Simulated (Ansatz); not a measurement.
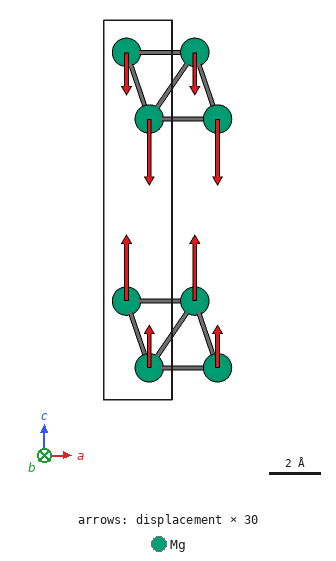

This is a relaxation of a crystal of Mg (set up in P-3m1). The starting structure is drawn; red arrows show the displacements (the part carried along by the change of the cell is left out), 30 times their true length.

A ball-and-stick model of the cell of the calculation, repeated 2 × 1 × 1 with one cell outlined, seen along the b axis.

Case: 2 of 2 Li taken out, relaxed.

Theory: DFT PBE, scalar-relativistic, plane waves, PAW in Ansatz 0.2.0. Settings: plane-wave cutoff 420 eV; k-point mesh 12 × 12 × 4; occupations gaussian; smearing width 0.1 eV; no spin polarisation; cell and atoms relaxed; force threshold 0.025 eV/Å; at most 70 steps.

**What did the optimiser do to the structure, and how much energy did it gain?**

The energy falls by 3.2 meV per atom in 2 accepted moves (3 points after the start). Largest force component: 0.12 eV/Å at the start, 0.00066 eV/Å at the end. Pressure: −0.10 GPa at the start and −0.01 GPa at the end. The SCF was repeated once at an unchanged geometry on a basis and grid sized afresh for the cell, which shifted the energy by less than 0.05 meV per atom at most. The largest moves relative to the cell, 0.089 Å, are those of Mg atoms. The drawn cell changes as follows: a = b 3.150 → 3.120 Å (−1.0 %), c 15.148 → 15.157 Å (+0.1 %); the volume changes by −1.9 %. Among the contacts that change: Mg–Mg 3.130 → 3.216 Å, Mg–Mg 3.150 → 3.120 Å, Mg–Mg 3.224 → 3.242 Å. The space group stays P-3m1 (No. 164).
